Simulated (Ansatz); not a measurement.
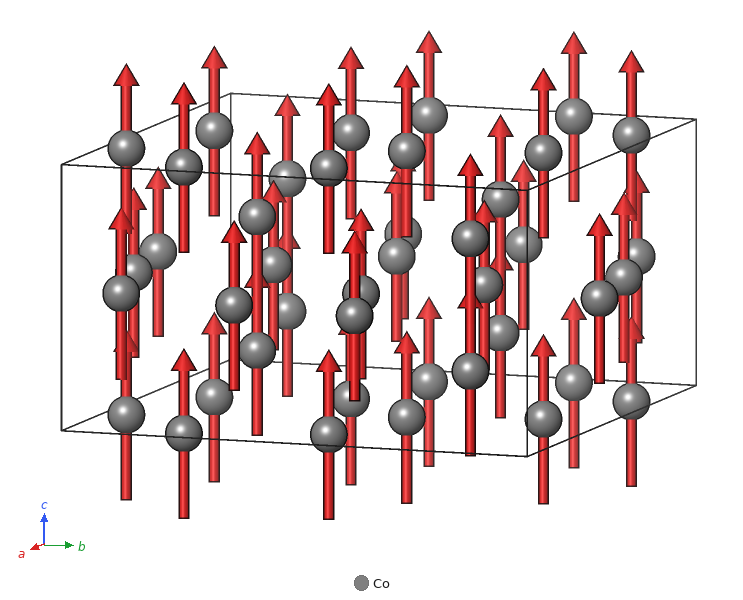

Spheres-only representation of a periodic structure, projected slightly off an axis. The simulation cell is drawn as a box. Arrows are the site magnetic moments above 0.25 μB; longer means larger, and red and blue are up and down (without spin-orbit coupling the axis itself is arbitrary).

This is the state reached for Co. The calculation used DFT PBE, scalar-relativistic, plane waves, PAW (Ansatz 0.2.0), with a basis cut at 420 eV, Brillouin-zone sampling on a 6×6×8 mesh, Gaussian smearing of 0.1 eV, collinear spins.

**What do the arrows say about the order?**

Ferromagnetic (within this cell). Site moments: 28 Co +1.7 to +1.8 μB. The net spin moment of the whole cell is 47.1 μB, including what lies between the atoms and on sites without an arrow.

The structure was taken from a structure listed in the Materials Project. The structure drawn was relaxed with DFT PBE, scalar-relativistic, plane waves, PAW (Ansatz).
